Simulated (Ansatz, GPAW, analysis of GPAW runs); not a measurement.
# NV- centre in diamond: hyperfine coupling, PBE (GPAW)

Aim: the hyperfine coupling of the NV- centre in diamond, to be set beside the measurement. Set-up: PBE, plane waves 500 eV, 64-site cell, measured lattice, k: the zone centre alone then 2x2x2 shifted, start relaxed with Ansatz. The model is a cell of 64 host atoms with 1 site emptied and N put on another atom's site. The isotropic coupling follows from the spin density at the nucleus, the nuclear g-factor and the total spin. The measured lattice removes the functional's error in the volume.

**The experiment.** 14N, isotropic: -2.51 MHz at 300 K, by EPR (room temperature) (“Hyperfine interaction in the ground state of the negatively charged nitrogen vacancy center in diamond”, 2009, S. Felton et al.). The runs below try to reproduce this.

Method: GPAW plane-wave PAW DFT, PBE; relaxation of all atoms of a defect supercell, in GPAW 26.7.0.

### Step 1. Set-up

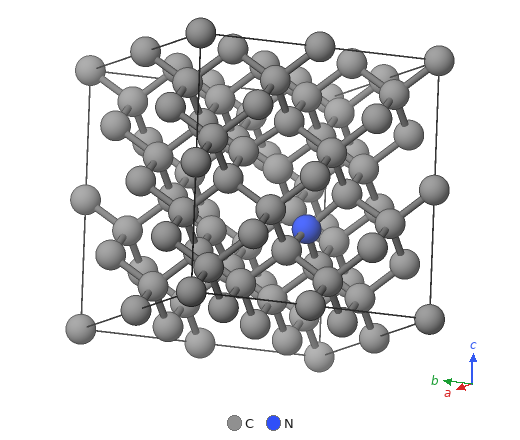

Start, viewed from a free direction; carbon grey, nitrogen blue. Bonds to atoms that aren't drawn are left out. Some periodic images of atoms are drawn too.

The cell holds 63 atoms: 62 C and 1 N. Cell: a = 7.133 Å, b = 7.133 Å, c = 7.133 Å, α = 90.0°, β = 90.0°, γ = 90.0°. It derives from C (space group Fd-3m). Nearest the centre at fractional (0.375, 0.375, 0.375): C41 at 1.66 Å, C26 at 1.66 Å, C48 at 1.67 Å, N4 at 1.70 Å, C14 at 2.49 Å, C13 at 2.50 Å, C36 at 2.50 Å, C20 at 2.50 Å. The cell carries charge −1.

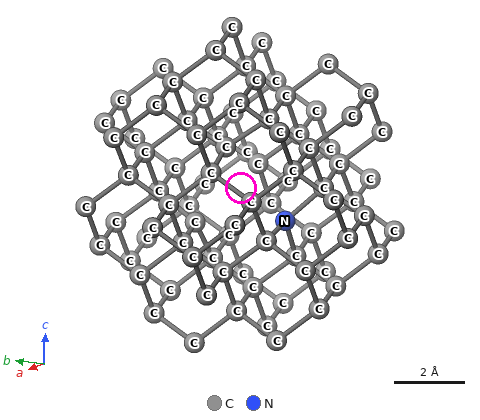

The atoms within 5 Å of the centre. A ring marks the centre wherever it is empty.

The host's primitive cell comes from a first run (GPAW plane-wave PAW DFT, PBE; relaxation of all atoms of a defect-free cell): vectors of 2.522, 2.522 and 2.522 Å. That is 5.67 Å³ an atom. The supercell is built on it.

This program's steps are dear, so the start below was first relaxed with Ansatz (plane-wave PAW DFT, PBE; 26 s).

### Step 2. Relaxation, charge −1

Every later number rests on the structure around the defect, so the atoms are relaxed at the host's lattice first.

File run.py:

```python
import numpy as np
from ase.io import read, write
from ase.parallel import parprint, world
from gpaw import GPAW, PW
from ase.optimize import BFGS

atoms = read('POSCAR')
magmoms = np.zeros(len(atoms))
magmoms[[3, 4, 5, 6]] = 2 / 4
atoms.set_initial_magnetic_moments(magmoms)
calc = GPAW(mode=PW(500),
            xc='PBE',
            kpts={'size': (1, 1, 1), 'gamma': True},
            charge=-1,
            occupations={'name': 'fermi-dirac', 'width': 0.01, 'fixmagmom': True},
            nbands=136,
            convergence={'density': 1e-05, 'forces': 0.001},
            maxiter=150,
            symmetry='off',
            txt='gpaw.txt')
atoms.calc = calc
opt = BFGS(atoms, trajectory='relax.traj', logfile='-')
done = opt.run(fmax=0.02, steps=80)
parprint('Converged:', done)
energy = atoms.get_potential_energy()
forces = atoms.get_forces()
parprint(f'Energy: {energy:.6f} eV, largest force {np.linalg.norm(forces, axis=1).max():.4f} eV/A')
calc.write('gs.gpw')
write('final.xyz', atoms)
parprint('Moments:', atoms.get_magnetic_moments().round(3))
for s in range(calc.get_number_of_spins()):
    parprint('Levels (eV), spin', s, calc.get_eigenvalues(kpt=0, spin=s)[-16:].round(3))
```

File POSCAR:

```
C  N  C 
 1.0000000000000000
     7.1334799999999996    0.0000000000000000    0.0000000000000000
     0.0000000000000000    7.1334799999999996    0.0000000000000000
     0.0000000000000000    0.0000000000000000    7.1334799999999996
 C   N   C  
   3   1  59
Direct
 -0.0014282938328573 -0.0011812847685037  0.2491785988502045
 -0.0014273507346732  0.2500340129108607 -0.0020373509582225
  0.2497856701925856 -0.0011795063096160 -0.0020361008753575
  0.2376209459559222  0.2378688653814984  0.2370143243884608
  0.1253264902584224  0.1255763842257887  0.3684109036940272
  0.1253266908033821  0.3692649414490488  0.1247208062426201
  0.3690174068862549  0.1255737558590355  0.1247218245939710
  0.0004546259635244  0.0007009997719433  0.7486237590972333
  0.0023295361120054  0.2517752337849929  0.4971054660902436
  0.2515273035497642  0.0025772496866734  0.4971068158820030
  0.2508336188255847  0.2510800395382162  0.7483702978654648
  0.1250974315116287  0.1253445273528331  0.8730904617841762
  0.1276980014862267  0.3769694594386779  0.6224779316680275
  0.3767229455796355  0.1279445147567208  0.6224785372632037
  0.3752245906754355  0.3754725646380592  0.8745433296343986
  0.0023288205676569  0.4979622360943394  0.2509194176418241
  0.0004544300205439  0.7494803413321485 -0.0001548255792782
  0.2515269729638478  0.4979621872706970  0.0017210470245920
  0.2508334762757231  0.7492276473957998  0.2502235962326403
  0.1276971460495817  0.6233350502821677  0.3761137966163189
  0.1250972923112940  0.8739479619211696  0.1244890175906036
  0.3767225545291242  0.6233358898448906  0.1270873594866573
  0.3752248288334006  0.8753979135373799  0.3746188821265568
 -0.0003482455488482  0.4999567638205584  0.7503895469126560
 -0.0003472771308652  0.7512451147339682  0.4991005360336006
  0.2425024386845910  0.5109536522168242  0.5100963889877201
  0.2511390599279364  0.7517553029251074  0.7508983696151953
  0.1255444938030800  0.6243908648062987  0.8755741050991678
  0.1255452772209634  0.8764306487306609  0.6235347775405062
  0.3738906705088622  0.6250056848516452  0.6241504659978627
  0.3751243427114033  0.8754600167671647  0.8746036562863825
  0.4977148009845191  0.0025765062949616  0.2509211725206422
  0.4977148920536464  0.2517749991697981  0.0017217215725087
  0.7492339469287230  0.0007017972039458 -0.0001538460141006
  0.7489792779046925  0.2510803510516084  0.2502246997579058
  0.6230897336055728  0.1279423702156085  0.3761154133368736
  0.6230876256077543  0.3769701511311536  0.1270884909806450
  0.8737012425385475  0.1253448506829183  0.1244892820939136
  0.8751491879105453  0.3754730493707446  0.3746180995285239
  0.4997102606590244 -0.0001008083912743  0.7503905691326838
  0.5107070762763312  0.2427488320717951  0.5100971701345528
  0.7510004694233451 -0.0001016138760146  0.4991007977488108
  0.7515078924656521  0.2513863268320394  0.7509002726464330
  0.6241442231840837  0.1257922355284696  0.8755756900926593
  0.6247590056473120  0.3741366694049769  0.6241514648388635
  0.8761849827033041  0.1257915878904204  0.6235347786490830
  0.8752117689299924  0.3753709917917701  0.8746032508302822
  0.5107011757077949  0.5109502148111644  0.2418951037791185
  0.4997098268743438  0.7512487705254307 -0.0009578392388251
  0.7509998935249257  0.4999567814332490 -0.0009563457072180
  0.7515071567340978  0.7517542068931685  0.2505297545634970
  0.6247572192282090  0.6250047979185644  0.3732804609621265
  0.6241435129840620  0.8764317124151556  0.1249362043993989
  0.8761852086836315  0.6243899036588596  0.1249360062568309
  0.8752112843249051  0.8754574113182831  0.3745146189505814
  0.4999472656638191  0.5001941390366578  0.7491468416482574
  0.4999475467741145  0.7500019653826467  0.4993382109992550
  0.7497537577387031  0.5001947311200188  0.4993390385231180
  0.7500599374523242  0.7503060997398669  0.7494504601741817
  0.6250011106608678  0.6252487015990043  0.8744477321628011
  0.6250009568011524  0.8753034799442715  0.6243920869212716
  0.8750566374221327  0.6252463329903746  0.6243909482059845
  0.8750342386407287  0.8752807565933105  0.8744252367158770
```

Run with:

```sh
$ OMP_NUM_THREADS=1 mpirun -n 4 gpaw python run.py > stdout
```

The program printed:

```text
__  _  _
 | _ |_)|_||  |
 |__||  | ||/\| - 26.7.0

Input parameters:
  mode=PW(ecut=500.0),
  charge=-1,
  convergence={'density': 1e-05, 'forces': 0.001},
  kpts=MonkhorstPack(size=(1, 1, 1), gamma=True),
  maxiter=150,
  nbands=136,
  occupations=Occupations(name='fermi-dirac', width=0.01, fixmagmom=True),
  symmetry=Symmetry(point_group=False, time_reversal=False),
  xc=XC(name='PBE')

Diagonalizing LCAO Hamiltonian
Converting LCAO to pw mode
     .---C-------------.
    C|       C         |
   / |     C  C  C  C  |
  /  |C  C     C  C C  |
 *   | C C  C C C C  C |
 |  C| C  C  C  C  C   |
 C   C C   C CC     C C|
 |   |C C  C   CCC     C
 |C  | C C      C C    |
 | CC.C---C-CC-----C---.
 |  /CN       CC      /
 | /    C C      C   /
 |/        C        /
 *-----------------*

Atoms  # Å, Bohr magnetons
|    | symbol |         x |         y |         z |    initial magnetic moments |
|----|--------|-----------|-----------|-----------|-----------------------------|
|  0 |      C | -0.010189 | -0.008427 |  1.777511 | ( 0.0000,  0.0000,  0.0000) |
|  1 |      C | -0.010182 |  1.783613 | -0.014533 | ( 0.0000,  0.0000,  0.0000) |
|  2 |      C |  1.781841 | -0.008414 | -0.014524 | ( 0.0000,  0.0000,  0.0000) |
|  3 |      N |  1.695064 |  1.696833 |  1.690737 | ( 0.0000,  0.0000,  0.5000) |
|  4 |      C |  0.894014 |  0.895797 |  2.628052 | ( 0.0000,  0.0000,  0.5000) |
|  5 |      C |  0.894015 |  2.634144 |  0.889693 | ( 0.0000,  0.0000,  0.5000) |
|  6 |      C |  2.632378 |  0.895778 |  0.889701 | ( 0.0000,  0.0000,  0.5000) |
|  7 |      C |  0.003243 |  0.005001 |  5.340293 | ( 0.0000,  0.0000,  0.0000) |
|  8 |      C |  0.016618 |  1.796034 |  3.546092 | ( 0.0000,  0.0000,  0.0000) |
|  9 |      C |  1.794265 |  0.018385 |  3.546102 | ( 0.0000,  0.0000,  0.0000) |
| 10 |      C |  1.789317 |  1.791074 |  5.338485 | ( 0.0000,  0.0000,  0.0000) |
[...]
Unit cell  # Å
| periodic |        x |        y |        z |  lengths |    angles |
|----------|----------|----------|----------|----------|-----------|
|      yes | 7.133480 | 0.000000 | 0.000000 | 7.133480 | 90.000000 |
|      yes | 0.000000 | 7.133480 | 0.000000 | 7.133480 | 90.000000 |
|      yes | 0.000000 | 0.000000 | 7.133480 | 7.133480 | 90.000000 |

Number of symmetries: 1
Symmetry operations  # r_c * U_cc + t_c -> r_c
|   | kind |            matrix            |
|---|------|------------------------------|
| 0 |  E   |  1, 0, 0,  0, 1, 0,  0, 0, 1 |

BZ-sampling:
  Number of BZ points: 1
  Number of IBZ points: 1

  Monkhorst-Pack size: [1, 1, 1]
  Monkhorst-Pack shift: [0, 0, 0]

K-points  # in reciprocal-cell coordinates
|   |                                coordinates |     weight |
|---|--------------------------------------------|------------|
| 0 | (  0.00000000,   0.00000000,   0.00000000) | 1.00000000 |

Plane wave coefficients: 4586
Cutoff: 500.0 eV

Spin-components: 2 (collinear spins)
Bands:           136
Projectors:      315
Spin-degeneracy: 1
Datatype:        float64

Density:
  Valence electrons: 253.0
  Components: 2
  Grid points: [40 40 40]
  Charge: -1.0  # |e|

Potential:
  Grid points: [40 40 40]

species:
  C:
    name:    Carbon
    Z:       6.0
    valence: 4
    core:    2
    charge:  0.0  # [|e|]
    compensation charges:
      type: gauss
      rc: 0.20  # [Å]
      lmax: 2
    cutoffs:
      filter: 1.14  # [Å]
      core: 1.14  # [Å]
    projectors
    | kind |    occ | energy [eV] | rcut [Å] |
    |------|--------|-------------|----------|
    |   2s |  2.000 |     -13.751 |    0.635 |
    |   2p |  2.000 |      -5.284 |    0.635 |
    |    s |        |      13.461 |    0.635 |
    |    p |        |      21.927 |    0.635 |
    |    d |        |       0.000 |    0.635 |

    Using partial waves for C as LCAO basis

  N:
    name:    Nitrogen
    Z:       7.0
    valence: 5
    core:    2
    charge:  0.0  # [|e|]
    compensation charges:
      type: gauss
      rc: 0.18  # [Å]
      lmax: 2
    cutoffs:
      filter: 1.11  # [Å]
      core: 0.96  # [Å]
    projectors
    | kind |    occ | energy [eV] | rcut [Å] |
    |------|--------|-------------|----------|
    |   2s |  2.000 |     -18.583 |    0.603 |
    |   2p |  3.000 |      -7.089 |    0.529 |
    |    s |        |       8.629 |    0.603 |
    |    p |        |      20.123 |    0.529 |
    |    d |        |       0.000 |    0.577 |

    Using partial waves for N as LCAO basis

Reference energy: -65194.664664  # eV

eigensolver:
  PPCG
  Converge bands: occupied
  niter=2

density mixing:
  MSR1-Mixer
  Pratt-step length: 0.05
  Maximum mixing coefficient: 0.75
  Old densities: 10
  SVD Regularization: 0.005
  Good broyden scale: 1.0
  Trust region scale: 1.0
  Backstep threshold: 4.0
  History deletion threshold: 6.0
  Fourier metric: weight=20.0, sigma=0.015

occupation numbers:
  Fixed magnetic moment: 2.000
  Fermi-Dirac:
    width: 0.0100  # eV

poisson solver:
  ecut: 4000.0  # eV
  uniform background charge: -1.0  # electrons

xc functional:
  name: PBE with 2 nearest neighbor stencil

Initialization done in: 19.908 s

convergence criteria:
- Maximum integral of absolute [dens]ity change: 1e-05 electrons / valence electron
[...]
SCF iterations
|iter     | |      energy | eigst |  dens |force |  magmom |
|---------|-|-------------|-------|-------|------|---------|
|iter:   1| | -546.586116c| -4.75 |       |      |  +1.9998|
|iter:   2| | -546.586029c| -6.30 | -3.77 |      |  +1.9998|
|iter:   3| | -546.585820c| -5.40 | -3.84 |      |  +1.9999|
|iter:   4| | -546.585806c| -6.37 | -4.23 |      |  +1.9999|
|iter:   5| | -546.585805c| -7.49c| -4.51 |      |  +2.0000|
|iter:   6| | -546.585804c| -7.49c| -4.77 |      |  +2.0000|
|iter:   7| | -546.585804c| -8.00c| -5.38c|-1.16 |  +2.0000|
|iter:   8| | -546.585804c| -8.69c| -5.82c|-3.33c|  +2.0000|

Converged in 8 steps
SCF loop duration: 21.959 s (2.745 s/step)
Energy contributions relative to reference atoms: (reference = -65194.664664)

Energy contributions:
  Kinetic:         560.299936
  Coulomb:        -491.920873
  Zero:              0.632298
  External:          0.000000
  Xc:             -615.597166
  Entropy:          -0.000000
  Spinorbit:         0.000000
  ----------------------------
  Free energy:    -546.585804
  Extrapolated:   -546.585804

dipole moment: (-2.952596, -2.524761, 52.410304)  # |e|*Ang

Total magnetic moment: (0.000000, 0.000000, 1.999999)

Local magnetic moments
|        x |        y |         z |
|----------|----------|-----------|
[...]
Fermi levels: 14.636, 14.386
Eigenvalues  # (at kpt = [0.000, 0.000, 0.000])
| band index |      eig [eV] | occ [0-1] |      eig [eV] | occ [0-1] |
|------------|---------------|-----------|---------------|-----------|
[...]
|        ... |               |           |               |           |
[...]
Gap: 1.158 eV
Transition (v -> c):
  (s=0, k=0, n=127, [0.00, 0.00, 0.00]) -> (s=1, k=0, n=126, [0.00, 0.00, 0.00])
No difference between direct/indirect transitions

Forces  # eV/Ang
|        x |        y |        z |
|----------|----------|----------|
[...]
.---C-------------.
    C|       C         |
   / |     C  C  C  C  |
  /  |C  C     C  C C  |
 *   | C C  C C C C  C |
 |  C| C  C  C  C  C   |
 C   C C   C CC     C C|
 |   |C C  C   CCC     C
 |C  | C C      C C    |
 | CC.C---C-CC-----C---.
 |  /CN       CC      /
 | /    C C      C   /
 |/        C        /
 *-----------------*

Atoms  # Å, Bohr magnetons
|    | symbol |         x |         y |         z |    initial magnetic moments |
|----|--------|-----------|-----------|-----------|-----------------------------|
[...]
|  3 |      N |  1.698502 |  1.700272 |  1.694159 | ( 0.0000,  0.0000,  0.0028) |
[...]
| 58 |      C |  5.350551 |  5.352305 |  5.346219 | ( 0.0000,  0.0000,  0.0010) |
| 59 |      C |  4.458436 |  4.460194 |  6.237910 | ( 0.0000,  0.0000, -0.0016) |
| 60 |      C |  4.458437 |  6.243994 |  4.454106 | ( 0.0000,  0.0000, -0.0016) |
| 61 |      C |  6.242237 |  4.460192 |  4.454104 | ( 0.0000,  0.0000, -0.0016) |
| 62 |      C |  6.242056 |  6.243812 |  6.237725 | ( 0.0000,  0.0000,  0.0010) |

Unit cell  # Å
| periodic |        x |        y |        z |  lengths |    angles |
|----------|----------|----------|----------|----------|-----------|
|      yes | 7.133480 | 0.000000 | 0.000000 | 7.133480 | 90.000000 |
|      yes | 0.000000 | 7.133480 | 0.000000 | 7.133480 | 90.000000 |
|      yes | 0.000000 | 0.000000 | 7.133480 | 7.133480 | 90.000000 |

Initialization done in: 1.802 s

convergence criteria:
- Maximum integral of absolute [dens]ity change: 1e-05 electrons / valence electron
- Maximum change in the atomic [forces] across last 2 cycles: 0.001 eV/Ang OR
Maximum error relative to the maximum force is below inf
- Maximum [total energy] change in last 3 cyles: 0.0005 eV / valence electron
- Maximum integral of absolute [eigenst]ate change: 4e-08 eV^2 / valence electron
maximum number of iterations: 150

SCF iterations
|iter     | |      energy | eigst |  dens |force |  magmom |
|---------|-|-------------|-------|-------|------|---------|
|iter:   1| | -546.585846c| -6.02 |       |      |  +1.9999|
|iter:   2| | -546.585843c| -7.56c| -4.37 |      |  +1.9999|
|iter:   3| | -546.585834c| -6.59 | -4.43 |      |  +2.0000|
|iter:   4| | -546.585833c| -7.91c| -4.81 |      |  +2.0000|
|iter:   5| | -546.585833c| -8.19c| -5.16c|-1.75 |  +2.0000|
|iter:   6| | -546.585833c| -8.72c| -5.55c|-2.64 |  +2.0000|
|iter:   7| | -546.585833c| -9.45c| -6.07c|-3.60c|  +2.0000|

Converged in 7 steps
SCF loop duration: 20.145 s (2.878 s/step)
Energy contributions relative to reference atoms: (reference = -65194.664664)

Energy contributions:
  Kinetic:         560.270884
  Coulomb:        -491.899976
  Zero:              0.632314
  External:          0.000000
  Xc:             -615.589054
  Entropy:          -0.000000
  Spinorbit:         0.000000
  ----------------------------
  Free energy:    -546.585833
  Extrapolated:   -546.585833

dipole moment: (-2.954981, -2.527449, 52.408667)  # |e|*Ang

Total magnetic moment: (0.000000, 0.000000, 2.000000)

Local magnetic moments
|        x |        y |         z |
|----------|----------|-----------|
[...]
Fermi levels: 14.636, 14.386
Eigenvalues  # (at kpt = [0.000, 0.000, 0.000])
| band index |      eig [eV] | occ [0-1] |      eig [eV] | occ [0-1] |
|------------|---------------|-----------|---------------|-----------|
[...]
|        ... |               |           |               |           |
[...]
|        131 |        16.279 |     0.000 |        16.301 |     0.000 |
|        132 |        16.283 |     0.000 |        16.329 |     0.000 |
|        133 |        16.283 |     0.000 |        16.329 |     0.000 |
|        134 |        16.608 |     0.000 |        16.632 |     0.000 |
|        135 |        16.655 |     0.000 |        16.670 |     0.000 |

Gap: 1.158 eV
Transition (v -> c):
  (s=0, k=0, n=127, [0.00, 0.00, 0.00]) -> (s=1, k=0, n=126, [0.00, 0.00, 0.00])
No difference between direct/indirect transitions

Forces  # eV/Ang
|        x |        y |        z |
|----------|----------|----------|
[...]
|  0.00028 |  0.00025 |  0.00053 |  # C   58
| -0.00077 | -0.00084 | -0.00024 |  # C   59
| -0.00079 | -0.00046 | -0.00057 |  # C   60
| -0.00040 | -0.00084 | -0.00056 |  # C   61
|  0.00033 |  0.00027 |  0.00053 |  # C   62

# Writing to gs.gpw (mode='')
```

The job ended after 2.3 min (4 MPI ranks of Arm Neoverse N1, shared host; peak memory 1.6 GiB; 9.1 min of CPU time).

Relaxation path:

| step | energy less that of the first step (eV) |
| --- | --- |
| 0 | 0.0000 |
| 1 | -0.0005 |
| 2 | -0.0007 |
| 3 | -0.0007 |

Neighbours of the ideal centre at the end:

```
atom  distance (Å)
 C41         1.660
 C26         1.662
 C48         1.667
  N4         1.693
 C14         2.495
 C13         2.496
 C36         2.498
 C20         2.500
 C37         2.502
 C22         2.503
 C45         2.517
 C30         2.518
  C5         2.519
 C52         2.521
  C7         2.522
  C6         2.524
```

Read from the output:

```
total moment : 2.000 μB
```

First to last step the energy falls by 0.001 eV; the largest move, 0.006 Å, is that of N4.

[end of part 1 of 2]

[Logs are printed without paths, hosts, clocks, repeated set-up lines and the standing remarks that a program may print on its own settings, such as how far it seeks lower states.]

[Hosts, paths, dates, database ids (printed as entryN), source tags and the programs' standing remarks are cut or masked in the printed files.]

[For some hosts the program warned that the k-mesh of the response run may be too coarse for force constants and the static dielectric constant; such warnings are not shown here.]
